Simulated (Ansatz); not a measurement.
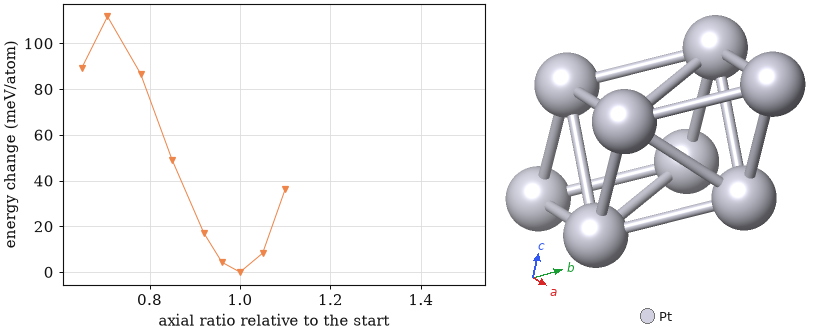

Plotted: energy change against relative axial ratio for Pt, space group Fm-3m (No. 225). The cell is drawn beside the plot.

Starting cell:
```
CELL_PARAMETERS angstrom
0.00000 1.95790 1.95790
1.95790 0.00000 1.95790
1.95790 1.95790 0.00000
ATOMIC_POSITIONS crystal
Pt 0.00000 0.00000 0.00000
```

Calculation (Ansatz 0.2.0): deformation of a crystal at fixed volume, lengths along the axis scaled against those across it, fractional coordinates fixed, by plane-wave density functional theory with PAW datasets, free energies less that of the undisturbed cell; scalar-relativistic. Level: PBE, no spin polarisation.

```csv
setting,value
wave cutoff,420 eV
k mesh,24×24×24
occupations,Fermi–Dirac
smearing width,0.02 eV
k shift,"(0, 0, 0) (mesh steps)"
start,as given
path,tetragonal
axis direction,"(0, 0, 1) (Cartesian unit vector)"
```

The points at relative axial ratio 1.200, 1.300, 1.414 and 1.500 are left out of the plot. What values does the calculation give there?

| axial ratio relative to the start | energy change (meV/atom) |
| --- | --- |
| 1.200 | 149 |
| 1.300 | 343 |
| 1.414 | 649 |
| 1.500 | 939 |

Limits of the calculation: narrow smearing for a metal; reference crystal is not relaxed.
